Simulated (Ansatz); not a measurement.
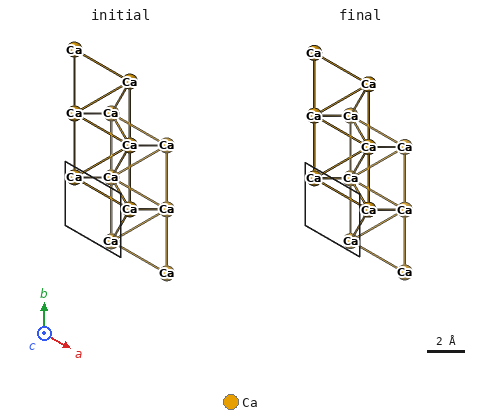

The structure of solid Ca (set up in P6_3/mmc) before (left) and after (right) a relaxation, at one scale.

Style: ball-and-stick. Shown: the cell of the calculation, repeated 2 × 3 × 1 with one cell outlined, along the c axis.

Case: relaxed at 10 GPa.

All numbers below come from DFT PBE, scalar-relativistic, plane waves, PAW (Ansatz 0.2.0). (plane-wave cutoff 420 eV; k-point mesh 15 × 15 × 8; occupations gaussian; smearing width 0.1 eV; target pressure 10 GPa; no spin polarisation; cell and atoms relaxed; force threshold 0.008 eV/Å; at most 50 steps)

Q: Summarise the run.

A: No atom moves by more than 0.005 Å relative to the cell. The drawn cell changes as follows: a = b 3.535 → 3.468 Å (−1.9 %), c 5.875 → 5.771 Å (−1.8 %); the volume changes by −5.5 %. Among the contacts that change: Ca–Ca 3.535 → 3.468 Å, Ca–Ca 3.577 → 3.512 Å. The space group stays P6_3/mmc (No. 194). Over 1 accepted move (2 points after the start) the energy rises by 96.9 meV per atom. With the target pressure of 10 GPa, the enthalpy E + pV changes by −12.4 meV per atom. The pressure goes from 7.77 to 10.03 GPa. At 1 point the geometry stayed and the basis and grid were re-selected for the new cell (energy shift of 0.1 meV per atom at most each time).
